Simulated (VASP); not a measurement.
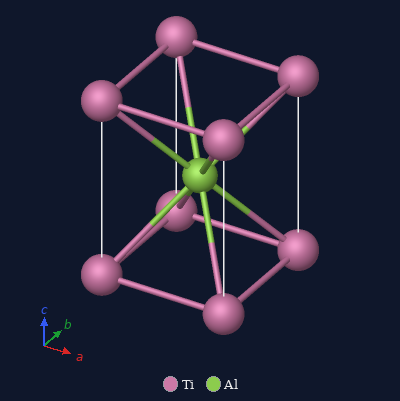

TiAl, space group P4/mmm (No. 123), a = 2.837 Å, b = 2.837 Å, c = 4.059 Å, α = 90.00°, β = 90.00°, γ = 90.00°

```tsv
site	Wyckoff	x	y	z
Ti	1a	0.0000	0.0000	0.0000
Al	1d	0.5000	0.5000	0.5000
```

Source: an entry of the Crystallography Open Database, as set up for an electronic-structure calculation.

### How is the cell volume shared among the sites in a plain Voronoi partition?

```tsv
site	faces above 1 % of the sphere	volume (Å³)	solid angle by neighbour (%)
Ti	12	16.34	Al 66 Ti 34
Al	12	16.34	Ti 66 Al 34
```

Weighted by multiplicity the volumes add up to the cell volume, 32.7 Å³.

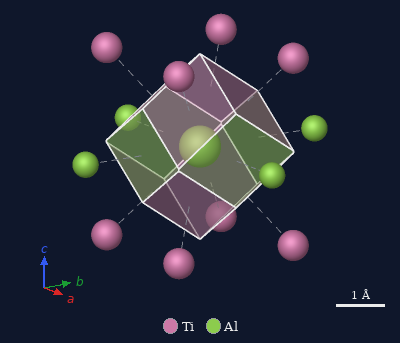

The computed Voronoi cell of Al, with the neighbours that bound it.
